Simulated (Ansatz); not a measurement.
**Two runs on Rh**

System: Rh (Cmcm, 4 atoms in the cell).
Method of run A: DFT LDA, scalar-relativistic, plane waves, PAW, PAW set soft_1, no spin polarisation (Ansatz 0.2.0).

The structure derives from a Materials Project entry. Text and figures count atoms from 1; the logs count them from 0 in places.

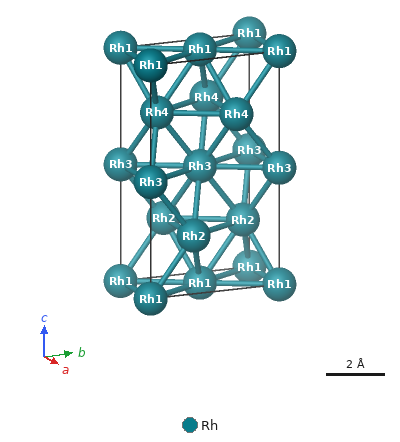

Figure 1. The input geometry (ball-and-stick view of the cell 2 times as large as that of the calculation, set on its symmetry axes, seen slightly off an axis; atoms are numbered from 1 in the order of the input). An atom can appear more than once, as a periodic image. Near neighbours in the periodic cell (some may lie outside the picture): Rh has 12 Rh at 2.59 to 2.76 Å.

## Input file, run A
```yaml
crystal:
  lattice:
    - [2.6084971536, 0.0, 0.0]
    - [-1.3042485768, 2.4279367554, 0.0]
    - [0.0, 0.0, 8.3488068906]
  atoms:
    - { symbol: Rh, position: [0.0, 0.0, 0.0] }
    - { symbol: Rh, position: [0.3333333333, 0.6666666667, 0.25] }
    - { symbol: Rh, position: [0.0, 0.0, 0.5] }
    - { symbol: Rh, position: [0.6666666667, 0.3333333333, 0.75] }
basis:
  ecutwfc: 420
kpoints:
  mp_grid: { grid: [18, 18, 6] }
hamiltonian:
  xc: lda
  pseudopotentials: { kind: paw, azcp: { folder: soft_1 } }
scf:
  occupations: { method: gaussian, width: 0.15 }
output:
  forces: true
  stress: true
  eigenvalues: true
```

Launched with:
```bash
ansatz run input.yaml --threads 2 --pin off --max-ram 4096MiB --backend cpu --events-out ev --progress --plain --runs-dir out
```

Hardware: 2 threads of Arm Neoverse N1, 98 GiB of memory available, shared host.

## Output, shortened to warnings, some set-up lines, iterations and results (run A)
```
Warning: [file] the record states the generating functional pbe (its physics header spells it `PBE`), which answers neither for hamiltonian.xc's functional nor for the lda family's — results may be inconsistent (PPs are generated against a specific XC)
Basis set: ecut = 420 eV, 1047 PW (Γ)
Symmetry: 8 space group operations
k-points: 364 of 1944
Initial density: superposition of atomic densities (chi_scale 0.1, normalization cell)
[...]
SCF iter   1: F=—  HF=-25116.784530 eV  |F-HF|=—  |Δ(HF+E_count)|=         —  Δρ=1.21e-1  dr2=7.10e0  ethr=3.10e-3  ⟨swp⟩=5.2  Hψ=47653  notcnv=0  defer=3
SCF iter   2: F=—  HF=-25114.870121 eV  |F-HF|=—  |Δ(HF+E_count)|=    1.91e0  Δρ=5.54e-2  dr2=1.41e0  ethr=3.10e-3  ⟨swp⟩=2.0  Hψ=26323  notcnv=0  defer=240
SCF iter   3: F=—  HF=-25114.435502 eV  |F-HF|=—  |Δ(HF+E_count)|=   4.35e-1  Δρ=1.03e-2  dr2=2.41e-2  ethr=2.08e-3  ⟨swp⟩=2.0  Hψ=23351  notcnv=0  defer=240
SCF iter   4: F=—  HF=-25114.433764 eV  |F-HF|=—  |Δ(HF+E_count)|=   1.74e-3  Δρ=1.12e-3  dr2=5.42e-4  ethr=3.55e-5  ⟨swp⟩=2.1  Hψ=28108  notcnv=0  defer=220
SCF iter   5: F=—  HF=-25114.433674 eV  |F-HF|=—  |Δ(HF+E_count)|=   9.00e-5  Δρ=2.92e-4  dr2=2.60e-5  ethr=7.96e-7  ⟨swp⟩=2.1  Hψ=22283  notcnv=0  defer=220
SCF iter   6: F=—  HF=-25114.433670 eV  |F-HF|=—  |Δ(HF+E_count)|=   3.52e-6  Δρ=5.70e-5  dr2=1.32e-6  ethr=3.83e-8  ⟨swp⟩=2.3  Hψ=24103  notcnv=0  defer=220
SCF iter   7: F=-25114.433670 eV  HF=-25114.433670 eV  |F-HF|=3.80e-8  |Δ(HF+E_count)|=   2.01e-7  Δρ=1.53e-5  dr2=7.96e-8  ethr=1.47e-10  ⟨swp⟩=7.6  Hψ=56527  notcnv=0
SCF 1 converged in 7 iterations: F = -25114.433670 eV  dr2 = 7.96e-8
SCF converged after 7 iterations
Free energy (F): -25114.433670 eV
Harris-Foulkes:  -25114.433670 eV  (|F-HF|=3.80e-8)
Internal energy: -25114.369465 eV  (E = F + TS)
E sigma→0 (E₀):  -25114.401567 eV
Entropy (-TS):   -0.064205 eV (-16.051 meV/atom)
Fermi energy:    23.282095 eV
--- Per-component energies (eV) ---
  E_band       = -290.142198
  E_kinetic    = 2157.501555
  E_local      = -5731.665998  (includes V_loc(G=0)·N_el)
  E_nonlocal   = 1216.711916
  E_hartree    = 2126.496835
  E_xc         = -805.744532
  E_vxc        = -1015.431510  (∫ρ·V_xc dr)
  E_paw        = -13921.827839  (= ΣΔE_a)
  E_vpaw       = -1170.245143  (= ΣTr[D̂ρ^β])
  E_aug_tail   = 0.000088  (compensation charges beyond the density's cutoff)
  E_ewald      = -10158.331417
  E_core_change = 2.489928  (= ΣΔE_core)
  E_smearing   = -0.064205  (= −TS)
  E_closure    = -0.000000  (closes the sum)
  Σ components = -25114.433670   (vs F -25114.433670, Δ=0.00e0)
--- Forces (eV/Å), atoms counted from 1 ---
  atom   1  Rh     0.00000000     0.00000000    -0.00000000
  atom   2  Rh     0.00000000    -0.21337524     0.00000000
  atom   3  Rh    -0.00000000     0.00000000     0.00000000
  atom   4  Rh     0.00000000     0.21337524     0.00000000
  max |Σ_I F_I| component: 2.78e-17 eV/Å
--- Stress (GPa, compression-positive) ---
        8.956987       0.000000       0.000000
        0.000000     -14.512526       0.000000
        0.000000       0.000000      15.398813
  P = ⅓ Tr σ = 3.2811 GPa (32.811 kbar)
```

For run B the input was changed thus:
```diff
-    - [2.6084971536, 0.0, 0.0]
-    - [-1.3042485768, 2.4279367554, 0.0]
+    - [2.8035398786, 0.0, 0.0]
+    - [-1.4017699393, 2.2590248007, 0.0]
```

What does this change do to the results?

With the same functional and potentials, run B lies 4.8 meV per atom lower. The pressure goes from 3.28 to 3.11 GPa. The largest force goes from 0.213 to 0.248 eV/Å. The number of SCF iterations is the same. The plane waves at Γ go from 1047 to 1061.

## Output, shortened to warnings, some set-up lines, iterations and results (run B)
```
Warning: [file] the record states the generating functional pbe (its physics header spells it `PBE`), which answers neither for hamiltonian.xc's functional nor for the lda family's — results may be inconsistent (PPs are generated against a specific XC)
Basis set: ecut = 420 eV, 1061 PW (Γ)
Symmetry: 8 space group operations
k-points: 364 of 1944
Initial density: superposition of atomic densities (chi_scale 0.1, normalization cell)
[...]
SCF iter   1: F=—  HF=-25116.807328 eV  |F-HF|=—  |Δ(HF+E_count)|=         —  Δρ=1.22e-1  dr2=7.11e0  ethr=3.10e-3  ⟨swp⟩=5.2  Hψ=47588  notcnv=0  defer=2
SCF iter   2: F=—  HF=-25114.891321 eV  |F-HF|=—  |Δ(HF+E_count)|=    1.92e0  Δρ=5.55e-2  dr2=1.42e0  ethr=3.10e-3  ⟨swp⟩=2.0  Hψ=26309  notcnv=0  defer=250
SCF iter   3: F=—  HF=-25114.455068 eV  |F-HF|=—  |Δ(HF+E_count)|=   4.36e-1  Δρ=1.03e-2  dr2=2.43e-2  ethr=2.09e-3  ⟨swp⟩=2.0  Hψ=23332  notcnv=0  defer=250
SCF iter   4: F=—  HF=-25114.453161 eV  |F-HF|=—  |Δ(HF+E_count)|=   1.91e-3  Δρ=1.12e-3  dr2=5.30e-4  ethr=3.57e-5  ⟨swp⟩=2.1  Hψ=28042  notcnv=0  defer=233
SCF iter   5: F=—  HF=-25114.453074 eV  |F-HF|=—  |Δ(HF+E_count)|=   8.74e-5  Δρ=2.87e-4  dr2=2.55e-5  ethr=7.79e-7  ⟨swp⟩=2.2  Hψ=22566  notcnv=0  defer=233
SCF iter   6: F=—  HF=-25114.453069 eV  |F-HF|=—  |Δ(HF+E_count)|=   5.45e-6  Δρ=5.18e-5  dr2=1.05e-6  ethr=3.75e-8  ⟨swp⟩=2.4  Hψ=24916  notcnv=0  defer=233
SCF iter   7: F=-25114.453068 eV  HF=-25114.453068 eV  |F-HF|=3.45e-8  |Δ(HF+E_count)|=   1.70e-7  Δρ=1.38e-5  dr2=6.63e-8  ethr=1.47e-10  ⟨swp⟩=7.7  Hψ=57174  notcnv=0
SCF 1 converged in 7 iterations: F = -25114.453068 eV  dr2 = 6.63e-8
SCF converged after 7 iterations
Free energy (F): -25114.453068 eV
Harris-Foulkes:  -25114.453068 eV  (|F-HF|=3.45e-8)
Internal energy: -25114.389374 eV  (E = F + TS)
E sigma→0 (E₀):  -25114.421221 eV
Entropy (-TS):   -0.063695 eV (-15.924 meV/atom)
Fermi energy:    23.276710 eV
--- Per-component energies (eV) ---
  E_band       = -290.113249
  E_kinetic    = 2157.434001
  E_local      = -5730.183905  (includes V_loc(G=0)·N_el)
  E_nonlocal   = 1216.674487
  E_hartree    = 2125.803016
  E_xc         = -805.734102
  E_vxc        = -1015.417747  (∫ρ·V_xc dr)
  E_paw        = -13921.806078  (= ΣΔE_a)
  E_vpaw       = -1170.212880  (= ΣTr[D̂ρ^β])
  E_aug_tail   = 0.000005  (compensation charges beyond the density's cutoff)
  E_ewald      = -10159.066726
  E_core_change = 2.489928  (= ΣΔE_core)
  E_smearing   = -0.063695  (= −TS)
  E_closure    = -0.000000  (closes the sum)
  Σ components = -25114.453068   (vs F -25114.453068, Δ=0.00e0)
--- Forces (eV/Å), atoms counted from 1 ---
  atom   1  Rh     0.00000000     0.00000000     0.00000000
  atom   2  Rh     0.00000000     0.24812665     0.00000000
  atom   3  Rh     0.00000000     0.00000000     0.00000000
  atom   4  Rh     0.00000000    -0.24812665     0.00000000
  max |Σ_I F_I| component: 2.78e-17 eV/Å
--- Stress (GPa, compression-positive) ---
      -12.230610       0.000000       0.000000
        0.000000       6.414443       0.000000
        0.000000       0.000000      15.147594
  P = ⅓ Tr σ = 3.1105 GPa (31.105 kbar)
```

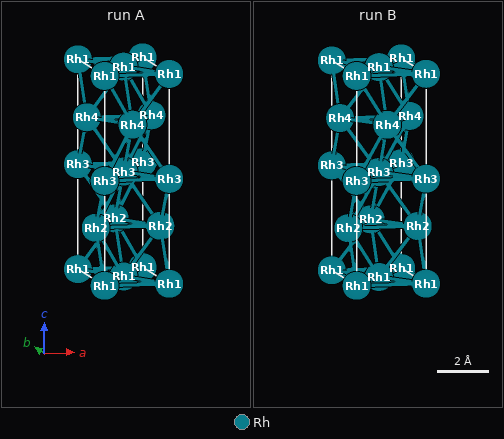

Figure 2. The two input geometries at one scale (ball-and-stick view of the cell 2 times as large as that of the calculation, set on its symmetry axes, seen slightly off an axis). No atom moves by more than 0.005 Å relative to the cell. The drawn cell changes at constant volume: a 2.608 → 2.804 Å (+7.5 %), b 4.856 → 4.518 Å (−7.0 %), c stays at 8.349 Å. Among the contacts that change: Rh1–Rh1 2.608 → 2.804 Å, Rh1–Rh2 2.641 → 2.574 Å.

## The two runs side by side

| quantity | run A | run B |
| --- | --- | --- |
| outcome | converged | converged |
| free energy per atom (eV) | −6278.6084 | −6278.6133 |
| energy per atom, smearing taken to zero (eV) | −6278.6004 | −6278.6053 |
| gap on the mesh (eV) | 0.00 | 0.00 |
| pressure (GPa) | 3.28 | 3.11 |
| largest force (eV/Å) | 0.213 | 0.248 |
| SCF iterations | 7 | 7 |
| irreducible k-points | 364 | 364 |
| plane waves at Γ | 1047 | 1061 |
| wall time (shared host) | 31 s | 32 s |

For both runs: Warnings: the PAW datasets were made with another functional.
